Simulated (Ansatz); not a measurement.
## Electronic structure of NaCl in real space

```
CELL_PARAMETERS angstrom
3.66426 0.00000 0.00000
0.00000 3.66426 0.00000
0.00000 0.00000 13.51369
ATOMIC_POSITIONS crystal
Na 0.00000 0.00000 0.04330
Na 0.50000 0.50000 0.54330
Na 0.00000 0.50000 0.29330
Na 0.50000 0.00000 0.79330
Cl 0.00000 0.00000 0.45670
Cl 0.50000 0.50000 0.95670
Cl 0.50000 0.00000 0.20670
Cl 0.00000 0.50000 0.70670
```

Space group I4₁md; a structure generated by program, which may or may not match a known phase; changed on purpose from its base cell (volume × 0.97, shape and atoms relaxed).

All numbers below come from DFT PBE, scalar-relativistic, plane waves, PAW in Ansatz 0.2.0.

The density is the valence pseudo-density of a PAW calculation; it isn't the true density close to the nuclei.

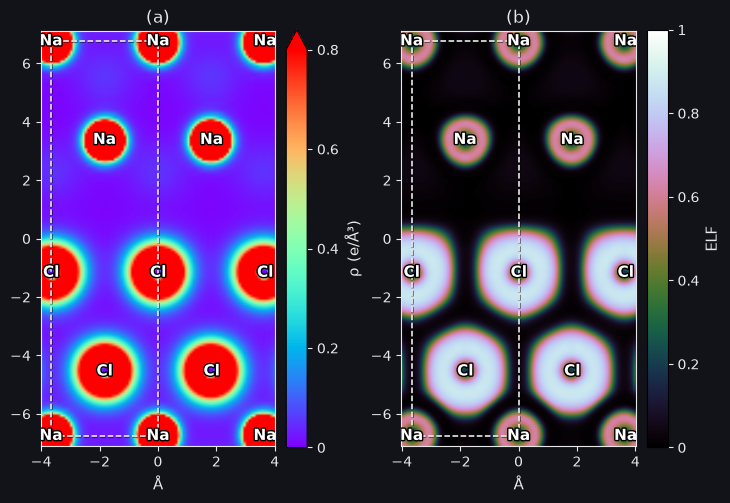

Figure 1. (a) valence pseudo-density; (b) electron localisation function on the (010) plane of the conventional cell.

### What do the fields say about this system?

The section cuts through Na and Cl sites. Na–Cl (2.87 Å): the density is about 0.13 e/Å³ at the midpoint; the ELF peaks at about 0.90 in the valence shell of Cl, 0.8 Å from its nucleus, and falls to about 0 next to Na (an ionic contact with no shared pair). Between the atoms the lowest density in this plane is 0.006 e/Å³. The features right at Na lie inside the PAW spheres, where the map follows smoothed inner orbitals and isn't to be read closely.

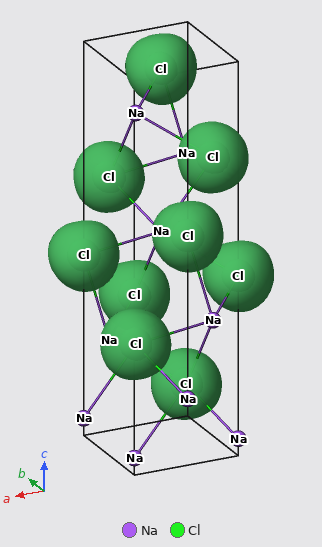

Figure 2. Isosurface of the ELF at 0.8 (green), seen at an oblique angle. Only the valence region is drawn (cores and ρ < 0.01 e/Å³ removed). Sticks mark near contacts.

### What do the ELF domains correspond to?

The surface consists of four regions wrapped around Cl (the valence shell of each), counted in one cell of 8 atoms. Any copies at cell faces, edges or corners count once.


Na–Cl (2.84 Å): the ELF peaks at about 0.85 in the valence shell of Cl, 0.8 Å from its nucleus, and falls to about 0 next to Na; a largely ionic contact.

### Does the calculation give a band gap?

It is gapped, with a Kohn–Sham gap of 4.5 eV on the k-point mesh (the band edges may lie off the mesh, which would make the gap smaller).
